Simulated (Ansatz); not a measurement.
# BeSe: what the fields show

```xyz
8
Lattice="5.1281 0.0000 0.0000 0.0000 0.0000 -5.1281 0.0000 5.1281 0.0000" Properties=species:S:1:pos:R:3 pbc="T T T"
Be    2.5641    0.0000   -2.5641
Be    0.0000    2.5641   -2.5641
Be    0.0000    0.0000    0.0000
Be    2.5641    2.5641    0.0000
Se    1.2820    1.2820   -3.8461
Se    3.8461    3.8461   -3.8461
Se    3.8461    1.2820   -1.2820
Se    1.2820    3.8461   -1.2820
```

Space group F-43m.

Computed with Ansatz 0.2.0, DFT PBEsol, scalar-relativistic, plane waves, PAW.

The density is the valence pseudo-density of a PAW calculation; it isn't the true density close to the nuclei.

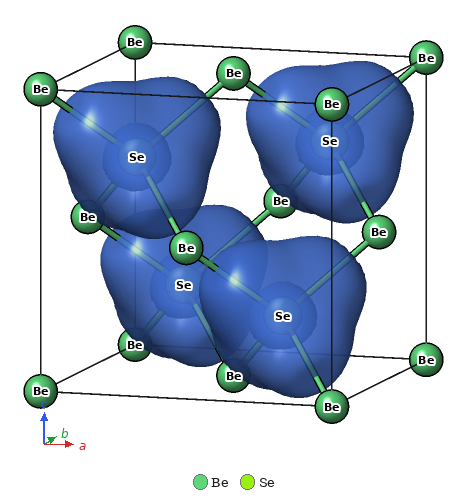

Figure 1. Isosurface of the electron localisation function at 0.65 (blue), seen slightly off an axis. Only the valence region is drawn (cores and ρ < 0.01 e/Å³ removed). Sticks mark near contacts.

Question: Identify the bonds, lone pairs and shells in this picture.

Answer: At this value the surface marks out four regions wrapped around Se (the valence shell of each), counted in one cell of 8 atoms. Any copies at cell faces, edges or corners count once.


Be–Se (2.22 Å): the ELF peaks at about 0.90 between the atoms: a shared but strongly polarised pair.

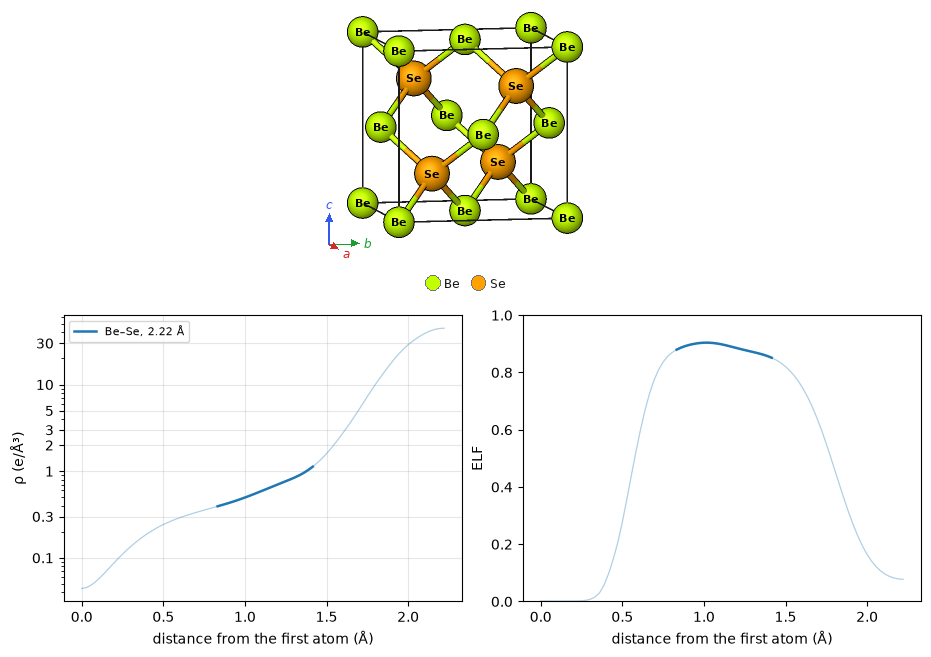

Figure 2. Valence pseudo-density and electron localisation function along straight lines between neighbouring atoms. Thin, pale parts lie inside the atomic spheres. The structure is drawn too.

Question: What can be read from the curves?

Answer: Be–Se (2.22 Å): ρ at the midpoint is about 0.6 e/Å³; the ELF peaks at about 0.90 between the atoms; a shared but strongly polarised pair.

Question: Does the calculation make it a metal, or give it a gap?

Answer: It is gapped, with a Kohn–Sham gap of 2.5 eV on the k-point mesh (the band edges may lie off the mesh, which would make the gap smaller).
